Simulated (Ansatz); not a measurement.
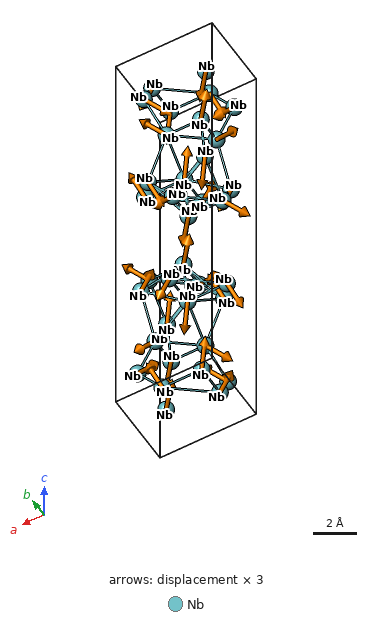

This is a relaxation of a crystal of Nb (built on the alpha-boron_166 type) (coarse preliminary run). The starting structure is drawn; orange arrows show the displacements (the part carried along by the change of the cell is left out), 3 times their true length.

A ball-and-stick model of the conventional cell (3 times the calculation's cell), seen from a free direction. Lengths and directions refer to the drawn axes.

Case: alpha-boron type (R-3m, No. 166).

These are results of DFT PBE, scalar-relativistic, plane waves, PAW (Ansatz), not measurements.

The input:
```yaml
crystal:
  lattice:
    - [3.4048582722, 1.96579584, 5.8066526585]
    - [-3.4048582722, 1.96579584, 5.8066526585]
    - [0.0, -3.93159168, 5.8066526585]
  atoms:
    - { symbol: Nb, position: [0.01019, 0.65361, 0.01019] }
    - { symbol: Nb, position: [0.01019, 0.01019, 0.65361] }
    - { symbol: Nb, position: [0.65361, 0.01019, 0.01019] }
    - { symbol: Nb, position: [0.98981, 0.34639, 0.98981] }
    - { symbol: Nb, position: [0.34639, 0.98981, 0.98981] }
    - { symbol: Nb, position: [0.98981, 0.98981, 0.34639] }
    - { symbol: Nb, position: [0.22118, 0.6306, 0.22118] }
    - { symbol: Nb, position: [0.22118, 0.22118, 0.6306] }
    - { symbol: Nb, position: [0.6306, 0.22118, 0.22118] }
    - { symbol: Nb, position: [0.77882, 0.3694, 0.77882] }
    - { symbol: Nb, position: [0.3694, 0.77882, 0.77882] }
    - { symbol: Nb, position: [0.77882, 0.77882, 0.3694] }
basis:
  ecutwfc: 420
kpoints:
  mp_grid: { grid: [3, 3, 3] }
hamiltonian:
  xc: pbe
scf:
  occupations: { method: gaussian, width: 0.1 }
  lower_state_search: "off"
output:
  forces: true
  stress: true
  eigenvalues: true
relax:
  adjacent_minimum: "off"
  f_tol: 0.04
  max_steps: 70
  cell: { stress_tol: 0.4 }
```

Question: What happened in the run?

Answer: The largest moves relative to the cell, 0.57 Å, are those of Nb1, Nb2, Nb3, Nb4, Nb5 and Nb6. Nb4 goes roughly along [−3 3 1]. The volume changes by +11.3 %, with a = b 6.810 → 5.520 Å (−18.9 %), c 17.420 → 29.504 Å (+69.4 %). Some distances before and after: Nb1–Nb7 2.493 → 4.735 Å, Nb1–Nb2 4.382 → 2.746 Å, Nb10–Nb11 4.022 → 2.786 Å, Nb1–Nb4 2.314 → 2.746 Å. New bonds form: Nb10–Nb11 (4.02 → 2.79 Å), Nb10–Nb12 (4.02 → 2.79 Å), Nb11–Nb12 (4.02 → 2.79 Å), Nb1–Nb2 (4.38 → 2.75 Å). Bonds break: Nb1–Nb7 (2.49 → 4.74 Å), Nb2–Nb8 (2.49 → 4.74 Å), Nb3–Nb9 (2.49 → 4.74 Å), Nb4–Nb10 (2.49 → 4.74 Å). Bond angles that change, for instance: Nb4–Nb8–Nb10 60.1° → 111.7°, Nb10–Nb8–Nb11 108.9° → 58.0°, Nb11–Nb1–Nb12 107.0° → 58.6°. The space group stays R-3m (No. 166). After 24 accepted moves (31 points after the start) the energy has fallen by 1308 meV per atom. The largest force component goes from 3.9 to 0.03 eV/Å. The pressure goes from 45.78 to 0.04 GPa. The line search rejected the trial steps at points 8, 9, 13, 25 of the run. The SCF was repeated 3 times at an unchanged geometry on a basis and grid sized afresh for the cell, which shifted the energy by 103 meV per atom at most.
